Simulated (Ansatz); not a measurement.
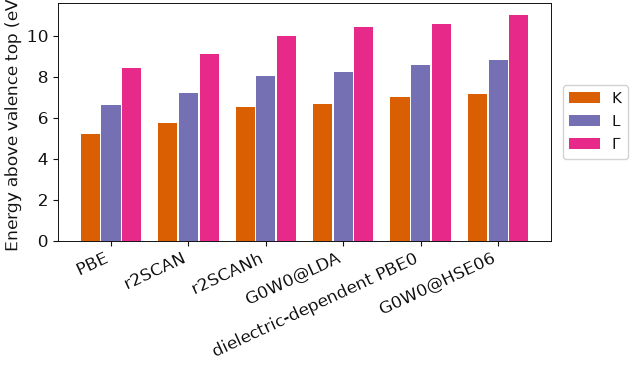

Lowest conduction level at each named k point, counted from the valence-band top at Γ, by several methods on one cell of wurtzite BN, space group P6_3mc (No. 186), 4 atoms in the cell, relaxed with r2SCAN; a = 2.544 Å, c = 4.208 Å (hexagonal axes). All runs are without spin-orbit coupling and carry no moments. The cell is at 5 GPa in PBE.

> How do the methods rank at K?

From low to high: PBE 5.21, r2SCAN 5.75, r2SCANh 6.50, G0W0@LDA 6.65, dielectric-dependent PBE0 7.01, G0W0@HSE06 7.17 eV.

> Do the methods agree on which of these conduction levels is lowest?

Yes: all put it at K.

```csv
method,program,K (eV),L (eV),Γ (eV)
PBE,Ansatz,5.21,6.61,8.40
r2SCAN,Ansatz,5.75,7.21,9.12
r2SCANh,Ansatz,6.50,8.01,9.99
G0W0@LDA,Ansatz,6.65,8.25,10.42
dielectric-dependent PBE0,Ansatz,7.01,8.55,10.55
G0W0@HSE06,Ansatz,7.17,8.79,11.02
```

Settings. PBE: Ansatz PAW set, 12×12×6 k mesh, 420 eV cutoff, Fermi-Dirac smearing of 0.02 eV (Ansatz 0.2.0). r2SCAN: Ansatz PAW set, 12×12×6 k mesh, 500 eV cutoff, fixed occupations (Ansatz 0.2.0). r2SCANh: Ansatz PAW set, 9×9×4 k mesh, 500 eV cutoff, fixed occupations (Ansatz 0.2.0). G0W0@LDA: LDA, Ansatz PAW set, 6×6×4 k mesh, 420 eV cutoff, fixed occupations (Ansatz), G0W0 with empty bands 88, screening cutoff 140 eV and frequency treatment contour deformation. dielectric-dependent PBE0: Ansatz PAW set, 9×9×4 k mesh, 420 eV cutoff, fixed occupations (Ansatz 0.2.0). G0W0@HSE06: HSE06, Ansatz PAW set, 6×6×4 k mesh, 420 eV cutoff, fixed occupations (Ansatz), G0W0 with empty bands 88, screening cutoff 140 eV and frequency treatment contour deformation.

These are six of the 11 methods that were run on this cell. The cell's inner coordinates are idealised or old. The usual form of BN is layered hexagonal. r2SCAN, r2SCANh, G0W0@LDA, dielectric-dependent PBE0 and G0W0@HSE06: the PAW data sets were made with another functional. LDA, GGA and most meta-GGA functionals understate gaps. G0W0@LDA: the k mesh is coarse, so the values aren't converged. G0W0@HSE06: the k mesh is coarse, so the values aren't converged, least of all with exact exchange. The GW values are at finite bands, cutoffs and mesh, short of the basis limit.
